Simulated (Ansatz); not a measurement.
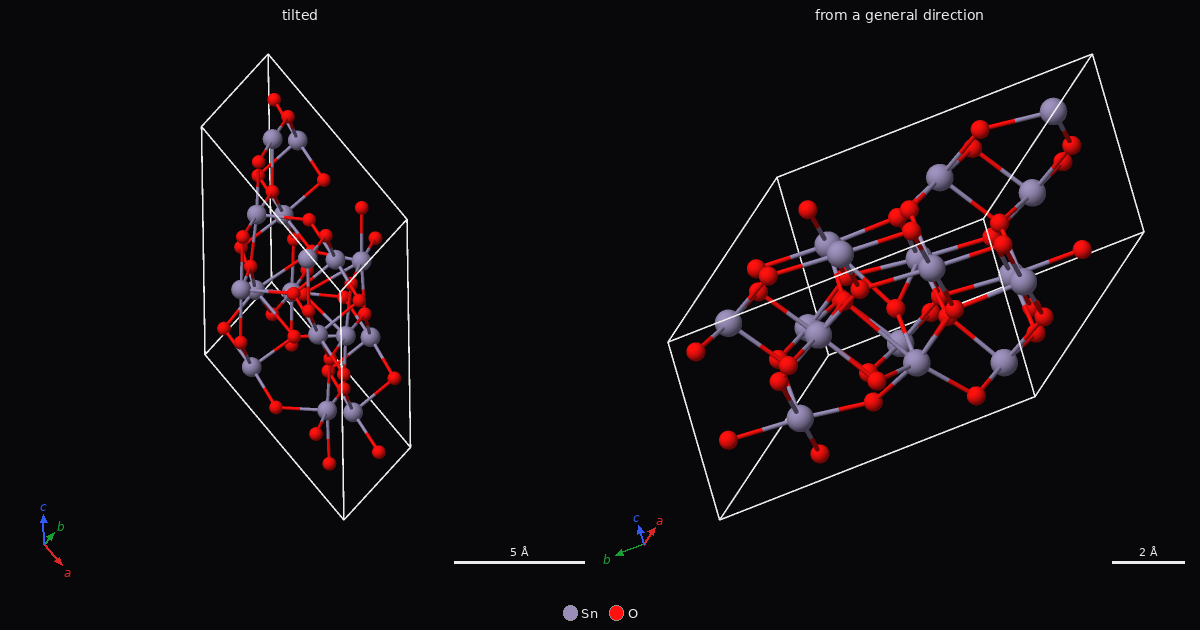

Crystal structure, ball-and-stick style, seen slightly off an axis and from a general direction. One supercell is framed, with atoms on its boundary repeated. The host is SnO2, in a cell of 48 sites, and the cell carries a charge of -1.

### Which defect is modelled here, and what are its neighbours?

An interstitial oxygen atom. It is bonded to three Sn at about 1.9 to 2.6 Å.

Level of theory and settings: Ansatz 0.2.0, DFT PBE, scalar-relativistic, plane waves, PAW, a kinetic-energy cutoff of 420 eV, 2×2×2 k-points, Gaussian smearing of 0.01 eV, collinear spins.

### Does the cell have a net magnetic moment?

Yes, 0.4 μB in the cell.

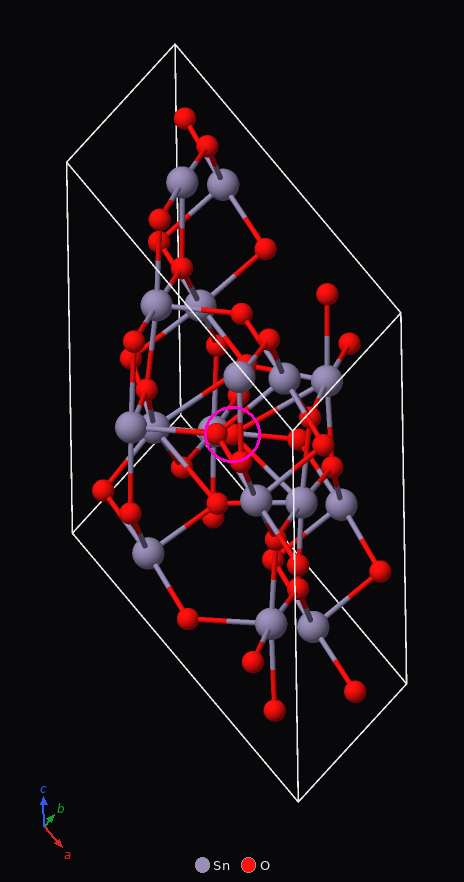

The same cell with a ring at the defect's site.

The atoms were relaxed in the host's cell with DFT PBE, scalar-relativistic, plane waves, PAW in Ansatz 0.2.0.
